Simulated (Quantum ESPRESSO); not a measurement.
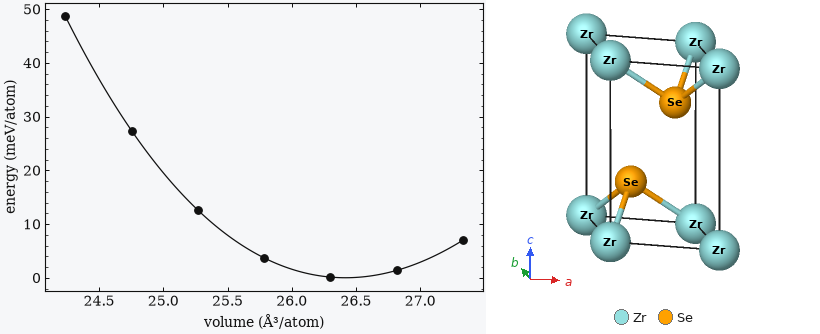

Plotted: energy against volume for ZrSe₂, space group P-3m1 (No. 164). The conventional cell is drawn beside the plot.

The given structure:
```cif
data_structure
_symmetry_space_group_name_H-M 'P 1'
_symmetry_Int_Tables_number 1
_cell_length_a 3.7980
_cell_length_b 3.7980
_cell_length_c 6.1920
_cell_angle_alpha 90.000
_cell_angle_beta 90.000
_cell_angle_gamma 120.000
_cell_volume 77.35
loop_
_atom_site_label
_atom_site_type_symbol
_atom_site_fract_x
_atom_site_fract_y
_atom_site_fract_z
_atom_site_occupancy
Zr1 Zr 0.00000 0.00000 0.00000 1
Se1 Se 0.66667 0.33333 0.75000 1
Se2 Se 0.33333 0.66667 0.25000 1
```

Calculation (Quantum ESPRESSO 7.5): plane-wave DFT, no spin polarisation; energies at scaled volumes of the given cell, shape and fractions fixed, counted from the fit's minimum, third-order Birch-Murnaghan fit. Level: PBE.

k mesh 8×8×5; occupations Fermi–Dirac; smearing width 0.05 eV; potentials SSSP 1.3 efficiency PBE; wave cutoff 748.3 eV; density cutoff 5987 eV.

This calculation gives: equilibrium volume 26.42 Å³/atom and bulk modulus 74.9 GPa.

Now Zr is replaced by Pt on all its sites, which gives PtSe₂ in the same structure. The second calculation uses k mesh 8×8×5. Predict the effect.

The equilibrium volume falls from 26.42 to 21.43 Å³/atom (−19 %) and the bulk modulus rises from 74.9 to 111.9 GPa (+49 %).

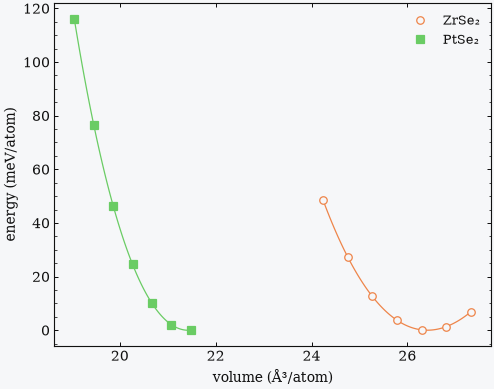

The two results together.

For ZrSe₂, limits of the calculation: shape and atomic fractions are frozen while scaling, which makes layered, chain and framework solids too stiff.

For PtSe₂, limits of the calculation: the fit and the printed pressures don't fully agree, or the minimum lies near the end of the range; spin-orbit coupling left out, heavy elements; shape and atomic fractions are frozen while scaling, which makes layered, chain and framework solids too stiff.

V0 and the bulk modulus come from third-order Birch–Murnaghan fits.
